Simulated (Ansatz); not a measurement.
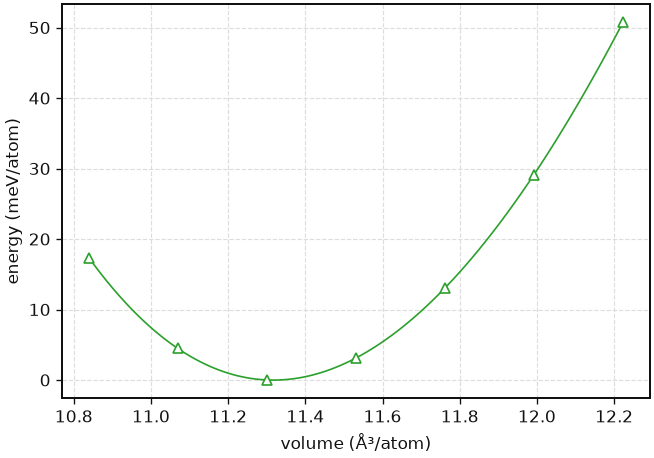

The picture above shows the energy against volume.

Computed with Ansatz 0.2.0: plane-wave DFT, no spin polarisation; energies at scaled volumes of the given cell, shape and fractions fixed, counted from the fit's minimum, third-order Birch-Murnaghan fit. Level: PBEsol with D3(BJ).

For which of these solids was it computed?
A. SiC, P6_3mc (No. 186)
B. HfO₂, P2_1/c (No. 14)
C. Os, P6_3/mmc (No. 194)

B, HfO₂: energy from 0.00 meV/atom to 50.74 meV/atom, V0 11.32 Å³/atom, B0 256 GPa. The others give: SiC, energy from 0.19 meV/atom to 37.34 meV/atom, V0 10.16 Å³/atom, B0 229 GPa; Os, energy from 0 meV/atom to 122 meV/atom, V0 13.65 Å³/atom, B0 454 GPa.

For HfO₂, limits of the calculation: shape and atomic fractions are frozen while scaling, which makes layered, chain and framework solids too stiff.

For Os, limits of the calculation: shape and atomic fractions are frozen while scaling, which makes layered, chain and framework solids too stiff.

For SiC, limits of the calculation: shape and atomic fractions are frozen while scaling, which makes layered, chain and framework solids too stiff.
